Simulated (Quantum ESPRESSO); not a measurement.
## Geometry relaxation, with input and output: C

The run: geometry relaxation of C (I4₁/amd, 2 atoms in the cell). Method and program: Kohn-Sham DFT of a periodic cell, PBE, SSSP 1.3 efficiency PBE, no spin polarisation (Quantum ESPRESSO 7.5).

The structure derives from an entry of the Crystallography Open Database.

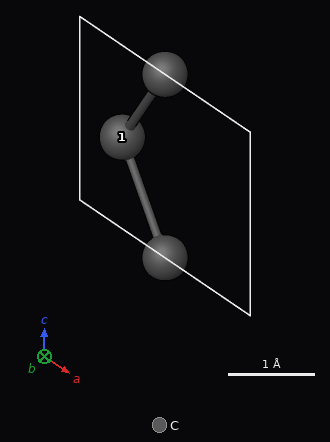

**Figure 1.** The input geometry (ball-and-stick view of the reduced cell, along the b axis; atoms are numbered from 1 in the order of the input). An atom can appear more than once, as a periodic image.

## The input
```
&CONTROL
  calculation = 'relax'
  prefix = 'pwscf'
  outdir = './tmp'
  pseudo_dir = './pseudo'
  tprnfor = .true.
  tstress = .true.
  disk_io = 'low'
  nstep = 40
  forc_conv_thr = 0.0004
  etot_conv_thr = 1d-05
/
&SYSTEM
  ibrav = 0
  nat = 2
  ntyp = 1
  ecutwfc = 55
  ecutrho = 440
  nbnd = 9
  occupations = 'smearing'
  smearing = 'fd'
  degauss = 0.00367493
/
&ELECTRONS
  conv_thr = 4d-10
  electron_maxstep = 120
  mixing_beta = 0.5
/
&IONS
  ion_dynamics = 'bfgs'
/
ATOMIC_SPECIES
C     12.0110 C.pbe-n-kjpaw_psl.1.0.0.UPF
CELL_PARAMETERS bohr
   0.0000000000    3.2352776437    3.3700808789
   3.2352776437    0.0000000000    3.3700808789
   3.2352776437    3.2352776437    0.0000000000
ATOMIC_POSITIONS bohr
C      4.8529164656    4.8529164656    5.0551213183
C      3.2352776437    3.2352776437    3.3700808789
K_POINTS automatic
13 13 13 0 0 0
```

Run on 1 thread of Arm Neoverse V1, 24 GiB of memory available, shared host.

Command:
```bash
OMP_NUM_THREADS=1 pw.x -in pw.in > pw.out
```

## Log
```
This program is part of the open-source Quantum ESPRESSO suite
     for quantum simulation of materials; please cite
         "P. Giannozzi et al., J. Phys.:Condens. Matter 21 395502 (2009);
         "P. Giannozzi et al., J. Phys.:Condens. Matter 29 465901 (2017);
         "P. Giannozzi et al., J. Chem. Phys. 152 154105 (2020);
          URL
     in publications or presentations arising from this work. More details at

     file C.pbe-n-kjpaw_psl.1.0.0.UPF: wavefunction(s)  2S 2P renormalized
     Message from routine setup:
     using ibrav=0 with symmetry is DISCOURAGED, use correct ibrav instead

     G-vector sticks info
     --------------------
     sticks:   dense  smooth     PW     G-vecs:    dense   smooth      PW
     Sum         657     321    113                11019     3855     781

     Using Slab Decomposition

     bravais-lattice index     =            0
     lattice parameter (alat)  =       4.6717  a.u.
     unit-cell volume          =      70.5494 (a.u.)^3
     number of atoms/cell      =            2
     number of atomic types    =            1
     number of electrons       =         8.00
     number of Kohn-Sham states=            9
     kinetic-energy cutoff     =      55.0000  Ry
     charge density cutoff     =     440.0000  Ry
     scf convergence threshold =      4.0E-10
     mixing beta               =       0.5000
     number of iterations used =            8  plain     mixing
     energy convergence thresh.=      1.0E-05
     force convergence thresh. =      4.0E-04
     Exchange-correlation= SLA  PW   PBX  PBC
                           (   1   4   3   4   0   0   0)
     nstep                     =           40

     celldm(1)=   4.671666  celldm(2)=   0.000000  celldm(3)=   0.000000
     celldm(4)=   0.000000  celldm(5)=   0.000000  celldm(6)=   0.000000

     crystal axes: (cart. coord. in units of alat)
               a(1) = (   0.000000   0.692532   0.721387 )
               a(2) = (   0.692532   0.000000   0.721387 )
               a(3) = (   0.692532   0.692532   0.000000 )

     reciprocal axes: (cart. coord. in units 2 pi/alat)
               b(1) = ( -0.721988  0.721988  0.693109 )
               b(2) = (  0.721988 -0.721988  0.693109 )
               b(3) = (  0.721988  0.721988 -0.693109 )

     PseudoPot. # 1 for C  read from file:
     C.pbe-n-kjpaw_psl.1.0.0.UPF
     Pseudo is Projector augmented-wave + core cor, Zval =  4.0
     Generated using "atomic" code by A. Dal Corso  v.5.1
     Shape of augmentation charge: PSQ
     Using radial grid of 1073 points,  4 beta functions with:
                l(1) =   0
                l(2) =   0
                l(3) =   1
                l(4) =   1
     Q(r) pseudized with 0 coefficients

     atomic species   valence    mass     pseudopotential
     C                 4.00    12.01100     C ( 1.00)

     16 Sym. Ops., with inversion, found ( 8 have fractional translation)

   Cartesian axes

     site n.     atom                  positions (alat units)
         1        C      tau(   1) = (   1.0387977   1.0387977   1.0820810  )
         2        C      tau(   2) = (   0.6925318   0.6925318   0.7213873  )

     number of k points=   196  Fermi-Dirac smearing, width (Ry)=  0.0037

     Number of k-points >= 100: set verbosity='high' to print them.

     Dense  grid:    11019 G-vectors     FFT dimensions: (  32,  32,  32)

     Smooth grid:     3855 G-vectors     FFT dimensions: (  24,  24,  24)

     Check: negative core charge=   -0.000002

     Initial potential from superposition of free atoms

     starting charge       7.9999, renormalised to       8.0000
     Starting wfcs are    8 randomized atomic wfcs +    1 random wfcs

     Self-consistent Calculation

     iteration #  1     ecut=    55.00 Ry     beta= 0.50
     Davidson diagonalization with overlap
     ethr =  1.00E-02,  avg # of iterations =  4.3

     total energy              =     -36.85677442 Ry
     estimated scf accuracy    <       0.13864251 Ry

     iteration #  2     ecut=    55.00 Ry     beta= 0.50
     Davidson diagonalization with overlap
     ethr =  1.73E-03,  avg # of iterations =  1.1

     total energy              =     -36.85368323 Ry
     estimated scf accuracy    <       0.01981781 Ry

     iteration #  3     ecut=    55.00 Ry     beta= 0.50
     Davidson diagonalization with overlap
     ethr =  2.48E-04,  avg # of iterations =  2.0

     total energy              =     -36.85552415 Ry
     estimated scf accuracy    <       0.00017887 Ry

     iteration #  4     ecut=    55.00 Ry     beta= 0.50
     Davidson diagonalization with overlap
     ethr =  2.24E-06,  avg # of iterations =  4.4

     total energy              =     -36.85555906 Ry
     estimated scf accuracy    <       0.00000847 Ry

     iteration #  5     ecut=    55.00 Ry     beta= 0.50
     Davidson diagonalization with overlap
     ethr =  1.06E-07,  avg # of iterations =  2.0

     total energy              =     -36.85556038 Ry
     estimated scf accuracy    <       0.00000021 Ry

     iteration #  6     ecut=    55.00 Ry     beta= 0.50
     Davidson diagonalization with overlap
     ethr =  2.66E-09,  avg # of iterations =  1.9

     total energy              =     -36.85556040 Ry
     estimated scf accuracy    <       0.00000003 Ry

     iteration #  7     ecut=    55.00 Ry     beta= 0.50
     Davidson diagonalization with overlap
     ethr =  4.24E-10,  avg # of iterations =  1.2

     End of self-consistent calculation

     Number of k-points >= 100: set verbosity='high' to print the bands.

     the Fermi energy is    17.4057 ev

!    total energy              =     -36.85556040 Ry
     total all-electron energy =      -152.383756 Ry
     estimated scf accuracy    <          1.2E-10 Ry
     smearing contrib. (-TS)   =      -0.00000000 Ry
     internal energy E=F+TS    =     -36.85556040 Ry

     The total energy is F=E-TS. E is the sum of the following terms:
     one-electron contribution =       9.42478246 Ry
     hartree contribution      =       1.85289253 Ry
     xc contribution           =      -9.51685680 Ry
     ewald contribution        =     -26.28693268 Ry
     one-center paw contrib.   =     -12.32944590 Ry

     convergence has been achieved in   7 iterations

     Forces acting on atoms (cartesian axes, Ry/au):

     atom    1 type  1   force =     0.00000000   -0.00000000    0.00000000
     atom    2 type  1   force =    -0.00000000    0.00000000   -0.00000000

     Total force =     0.000000     Total SCF correction =     0.000000

     Computing stress (Cartesian axis) and pressure

          total   stress  (Ry/bohr**3)                   (kbar)     P=      438.90
   0.00396188   0.00000000  -0.00000000          582.81        0.00       -0.00
   0.00000000   0.00396188  -0.00000000            0.00      582.81       -0.00
  -0.00000000  -0.00000000   0.00102708           -0.00       -0.00      151.09

     BFGS Geometry Optimization
     Energy error            =      3.1E-54 Ry
     Gradient error          =      7.3E-28 Ry/Bohr

     bfgs converged in   1 scf cycles and   0 bfgs steps
     (criteria: energy <  1.0E-05 Ry, force <  4.0E-04 Ry/Bohr)

     End of BFGS Geometry Optimization

     Final energy             =     -36.8555603999 Ry
Begin final coordinates

ATOMIC_POSITIONS (bohr)
C                4.8529164656        4.8529164656        5.0551213183
C                3.2352776437        3.2352776437        3.3700808789
End final coordinates

=------------------------------------------------------------------------------=
   JOB DONE.
=------------------------------------------------------------------------------=
```

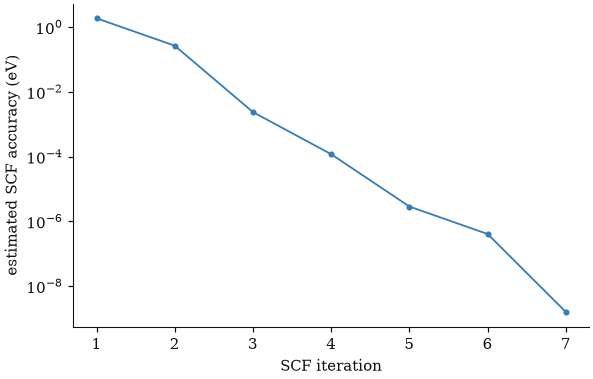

**Figure 2.** Convergence of the self-consistent field: estimated SCF accuracy against the iteration. The field takes 7 iterations in all.

## Key numbers

| quantity | value |
| --- | --- |
| outcome | converged |
| space group (tolerance 0.01 Å) | I4₁/amd (141) |
| electrons treated | 8 |
| free energy | −501.4454 eV |
| Fermi energy | 17.406 eV |
| gap on the k-point mesh | 3.78 eV |
| pressure | 43.89 GPa |
| final volume | 10.45 Å³ |
| largest force (length of the vector) | under 0.001 eV/Å |
| wall time | 11 s |
| peak memory | 0.05 GiB |
